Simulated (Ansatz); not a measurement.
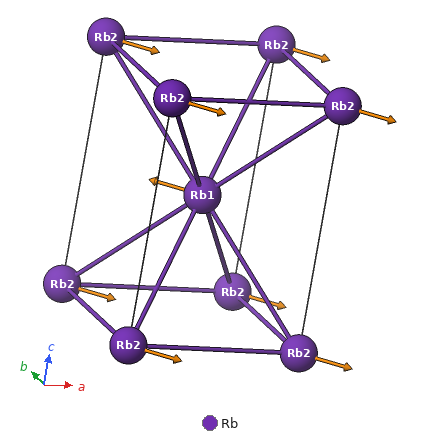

The system is Rb (Fm-3m, No. 225; 2 atoms in the cell); the picture shows the reference structure; orange arrows give the pattern of the mode. The energy is mapped over a normal mode and a strain (zone-centre modes of the 2-atom cell of this scan, which folds in the wave vector (0, 1/2, 1/2) of the primitive cell) (x, y and z along the cube axes). First axis: amplitude of mode 4 (34 cm⁻¹), largest displacement in the unstrained cell. Second axis: equal normal strain along x, y and z. Nothing is relaxed (the pattern is fixed in fractional coordinates). The grid has 11 × 7 points; 42 points were computed and 35 follow by symmetry. Points are written as (first, second). Energies are in meV per cell, from the lowest grid point. The cutoff or the k-mesh is coarse on purpose, so the values aren't converged. Theory: DFT PBEsol, scalar-relativistic, plane waves, PAW in Ansatz 0.2.0. Settings: cutoff 340 eV, k-mesh 10×10×6 in the order of the run's cell vectors, gaussian smearing 0.15 eV, no spin polarisation.

Its coordinates:

```yaml
crystal:
  lattice:
    - [0.00000, -3.51595, -3.51595]
    - [0.00000, 3.51595, -3.51595]
    - [7.03189, 0.00000, 0.00000]
  atoms:
    - { symbol: Rb, position: [0.50000, 0.50000, 0.50000] }
    - { symbol: Rb, position: [0.00000, 0.00000, 0.00000] }
```

Range: amplitude of mode 4 (34 cm⁻¹), largest displacement in the unstrained cell from −0.407 to 0.407 Å; equal normal strain along x, y and z from −2.50 to 2.50 %.

**What landscape does the calculation give?**

The lowest grid point is at (0.000 Å, 0.00 %). The highest grid point, (−0.407 Å, −2.50 %), lies 74 meV above the lowest.

```
second ↓, first →  −0.407  −0.326  −0.244  −0.163  −0.081  0.000  0.081  0.163  0.244  0.326  0.407
             2.50      63      43      28      18      11      9     11     18     28     43     63
             1.67      60      40      24      13       7      4      7     13     24     40     60
             0.83      59      38      22      10       4      1      4     10     22     38     59
             0.00      60      38      22      10       2      0      2     10     22     38     60
            −0.83      63      40      23      11       3      1      3     11     23     40     63
            −1.67      67      45      27      14       6      4      6     14     27     45     67
            −2.50      74      51      32      19      11      9     11     19     32     51     74
```

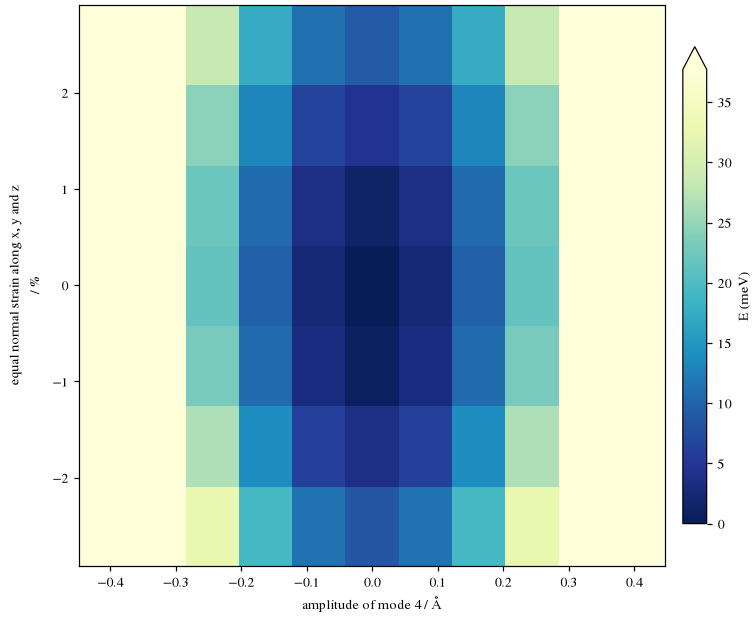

The picture shows one coloured cell a grid point, one colour for all values above the top of the scale.

Each point was launched as `ansatz run input.yaml --threads 1 --pin off --max-ram 2048MiB --backend cpu --events-out ev --progress --plain --runs-dir out`. The whole map (42 points run) took 5.2 min on 1 thread of Arm Neoverse V2, on a shared host.
